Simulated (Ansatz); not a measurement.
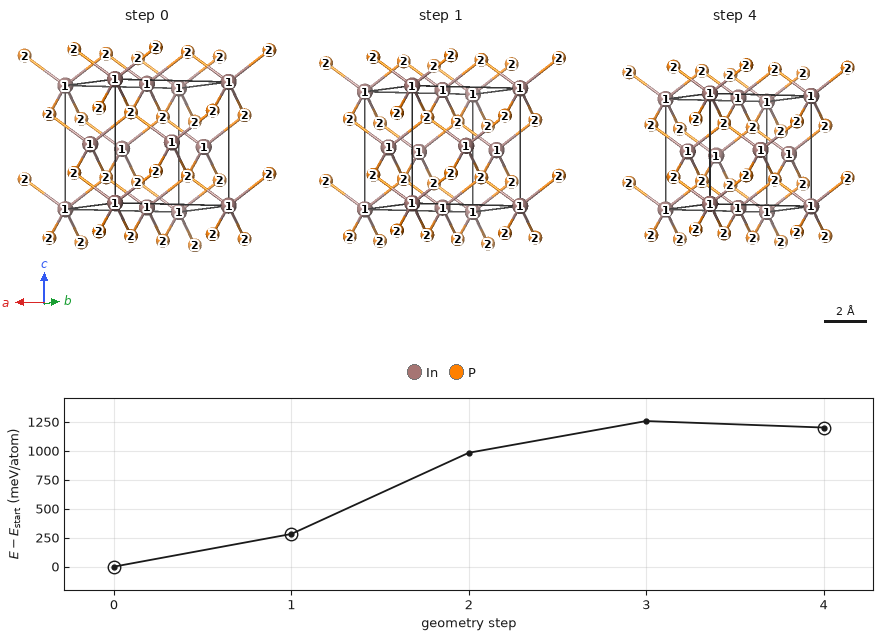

Frames of a relaxation of solid InP (set up in F-43m) (coarse preliminary run), marked on the history of the run. The picture is a ball-and-stick view of the conventional cell (4 times the calculation's cell), seen from a free direction. Lengths and directions refer to the drawn axes.

Case: input drawn at random.

These are results of DFT PBE, scalar-relativistic, plane waves, PAW (Ansatz 0.2.0), not measurements. (plane-wave cutoff 420 eV; k-point mesh 2 × 2 × 2; occupations gaussian; smearing width 0.1 eV; no spin polarisation; cell and atoms relaxed; force threshold 0.03 eV/Å; at most 5 steps)

Describe the path.

Answer. The relaxation stopped without meeting its thresholds, so the last structure isn't shown to be converged. It used up its limit of 5 steps. The atoms keep their places relative to the cell (all moves are under 0.005 Å). The drawn cell changes as follows: a = b = c 5.904 → 5.269 Å (−10.8 %); the volume changes by −28.9 %. Near-neighbour distances that change, for instance: In1–P2 2.556 → 2.281 Å. The space group stays F-43m (No. 216). Over 4 geometry steps the energy rises by 1202 meV per atom. With the target pressure of 60 GPa, the enthalpy E + pV changes by −1586 meV per atom. All forces vanish by symmetry, so only the cell relaxes. The pressure goes from 5.57 to 59.92 GPa. The run took of the order of 6 core-seconds on a shared host. From step 0 to 1: volume −13.9 %, energy +282 meV per atom. From step 1 to 4: volume −17.4 %, energy +919 meV per atom.
